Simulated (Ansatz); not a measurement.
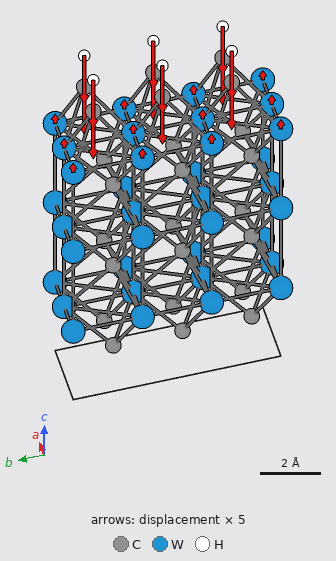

This is a constrained relaxation of a slab of composition HW3C4 (cut from the P-6m2 phase). The starting structure is drawn; red arrows show the displacements, 5 times their true length.

Style: ball-and-stick. Shown: the 2 × 3 repeat of the cell, outlined in the plane, without the vacuum, from a free direction.

Case: CH put at a hollow W-W-W site. The slab is the (0 0 1) face of WC with CH on it. 3 atoms are held fixed.

The calculation used DFT PBEsol, scalar-relativistic, plane waves, PAW in Ansatz.

The input:
```yaml
crystal:
  lattice:
    - [2.8984136668, 0.0, 0.0]
    - [-1.4492068334, 2.5100998662, 0.0]
    - [0.0, 0.0, 27.1690297583]
  atoms:
    - { symbol: C, position: [0.6666666667, 0.3333333333, 0.3128562218] }
    - { symbol: W, position: [0.0, 0.0, 0.3648936322] }
    - { symbol: C, position: [0.6666666667, 0.3333333333, 0.4169310426] }
    - { symbol: W, position: [0.0, 0.0, 0.4687541669] }
    - { symbol: C, position: [0.6666666667, 0.3333333333, 0.5218773241] }
    - { symbol: W, position: [0.0, 0.0, 0.5716141253] }
    - { symbol: C, position: [0.3333333333, 0.6666666667, 0.6341853697] }
    - { symbol: H, position: [0.3333333333, 0.6666666667, 0.6746726454] }
basis:
  ecutwfc: 420
kpoints:
  mp_grid: { grid: [12, 12, 1] }
hamiltonian:
  xc: pbesol
scf:
  occupations: { method: gaussian, width: 0.1 }
output:
  forces: true
  eigenvalues: true
relax:
  adjacent_minimum: "off"
  f_tol: 0.03
  max_steps: 70
  constraints: [{ sites: [0, 1, 2] }]
efield:
  axis: 3
  dipole_correction: true
```

Question: Describe the change and its energy.

Answer: The largest moves, 0.34 Å, are those of C7 and H8. H8 goes along the normal (−c). Largest moves by element: H 0.34 Å, C 0.34 Å, W 0.07 Å. The cell stays as it was. Some distances before and after: W6–C7 2.385 → 2.112 Å, C5–W6 2.151 → 2.217 Å, W4–W6 2.795 → 2.855 Å, W4–C5 2.210 → 2.183 Å. Among the angles between lasting bonds that change: W6–C7–W6 74.8° → 86.7°, W6–C7–H8 135.5° → 127.6°, W6–C5–W6 84.7° → 81.7°. The energy falls by 1.012 eV per cell of the calculation in 5 accepted moves (6 points after the start). The largest force component goes from 4.8 to 0.0067 eV/Å. 1 step only repeated the SCF at the same geometry. The run took roughly 70 core-seconds on a shared host.

Limits of the set-up: the periodic images lie only 2.9 Å apart, so the values are limited by the cell's size.
